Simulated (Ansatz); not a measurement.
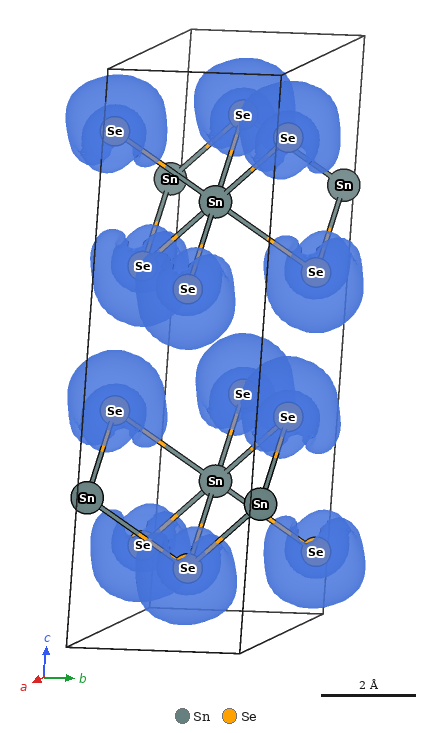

Figure 1: SnSe₂. Isosurface of the electron localisation function at 0.75 (blue), seen slightly off an axis. Core shells and regions of very low density are left out. Sticks mark near contacts.

Space group C2/m; not relaxed (largest force 0.4 eV/Å).

Level of theory: DFT PBE+D3(BJ), scalar-relativistic, plane waves, PAW in Ansatz 0.2.0.

In a PAW calculation such maps are meaningful between the atoms, not at the nuclei.

Input file:

```
crystal:
  lattice:
    - [-3.8390485956, 0.0, 0.0]
    - [-1.9195242978, -3.3247136102, 0.0]
    - [-0.9597621489, -1.6623568051, 12.023262221]
  atoms:
    - { symbol: Sn, position: [0.0, -0.375, 0.75] }
    - { symbol: Sn, position: [0.0, -0.125, 0.25] }
    - { symbol: Se, position: [0.3333333333, -0.1079549157, 0.882576498] }
    - { symbol: Se, position: [0.3333333333, 0.1420450843, 0.382576498] }
    - { symbol: Se, position: [0.6666666667, 0.6079549157, 0.117423502] }
    - { symbol: Se, position: [0.6666666667, 0.3579549157, 0.617423502] }
basis:
  ecutwfc: 420
kpoints:
  mp_grid: { grid: [10, 10, 3] }
hamiltonian:
  xc: pbe
  dispersion: d3bj
scf:
  occupations: { method: gaussian, width: 0.03 }
output:
  forces: true
  stress: true
  eigenvalues: true
  write_density: true
  write_potential: true
  elf: true
  volumetric_format: npy
```

Launched as:

```sh
ansatz run input.yaml --threads 2 --pin off --max-ram 5120MiB --backend cpu --events-out ev --progress --plain --runs-dir out
```

Below, planes, directions and counts refer to the conventional cell (a = 6.65 Å, b = 3.84 Å, c = 12.47 Å, α = 90.00°, β = 105.46°, γ = 90.00°).

> Describe the localisation domains.

At this value the surface marks out eight regions wrapped around Se (the valence shell of each), counted in one cell of 12 atoms. Regions shared between cells count once.

Values along the shortest contacts:
Sn–Se (2.73 Å): the ELF is about 0.60 at the midpoint.
